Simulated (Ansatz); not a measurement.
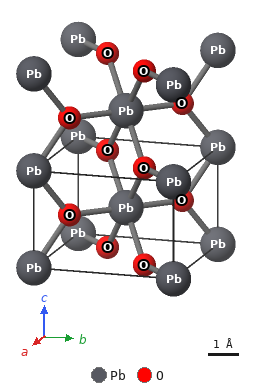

Solid PbO₂ (set up in P4_2/mnm) (coarse preliminary run), before the relaxation. The picture is a ball-and-stick view of the cell of the calculation, repeated 1 × 1 × 2 with one cell outlined, seen slightly off an axis.

The calculation used Ansatz 0.2.0, DFT PBE, scalar-relativistic, plane waves, PAW.

The input:
```yaml
crystal:
  lattice:
    - [4.9578, 0.0, 0.0]
    - [0.0, 4.9578, 0.0]
    - [0.0, 0.0, 3.3878]
  atoms:
    - { symbol: Pb, position: [0.0, 0.0, 0.0] }
    - { symbol: Pb, position: [0.5, 0.5, 0.5] }
    - { symbol: O, position: [0.3067, 0.3067, 0.0] }
    - { symbol: O, position: [0.1933, 0.8067, 0.5] }
    - { symbol: O, position: [0.6933, 0.6933, 0.0] }
    - { symbol: O, position: [0.8067, 0.1933, 0.5] }
basis:
  ecutwfc: 420
kpoints:
  mp_grid: { grid: [4, 4, 6] }
hamiltonian:
  xc: pbe
scf:
  occupations: { method: gaussian, width: 0.1 }
output:
  forces: true
  stress: true
  eigenvalues: true
relax:
  adjacent_minimum: "off"
  f_tol: 0.05
  max_steps: 80
  cell: { stress_tol: 0.5 }
```

Command:
```bash
ansatz run input.yaml --threads 1 --pin off --max-ram 2560MiB --backend cpu --events-out ev --progress --plain --runs-dir out
```

Q: Predict the outcome.

A: The largest moves relative to the cell, 0.008 Å, are those of O3, O4, O5 and O6. O3 goes along [1 1 0]. Pb stays in place. Cell: a = b 4.958 → 5.068 Å (+2.2 %), c 3.388 → 3.447 Å (+1.8 %). Volume +6.4 %. Among the contacts that change: Pb1–O3 2.150 → 2.206 Å, Pb1–O4 2.169 → 2.207 Å. The space group stays P4_2/mnm (No. 136). After 3 accepted moves (5 points after the start) the energy has fallen by 0.141 eV per cell of the calculation. The largest force component goes from 0.006 to 0.011 eV/Å. The pressure goes from 8.94 to 0.23 GPa. At 2 points the geometry stayed and the basis and grid were re-selected for the new cell (energy shift of 25.4 meV per cell of the calculation at most each time). The run took 28 s on 1 thread of Arm Neoverse V1, with other jobs on the host, peak memory 0.36 GiB.

After the run, drawn alike:

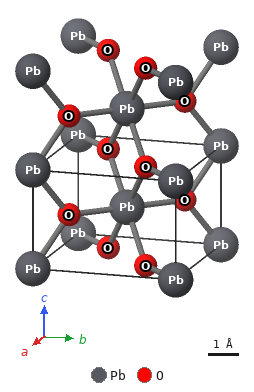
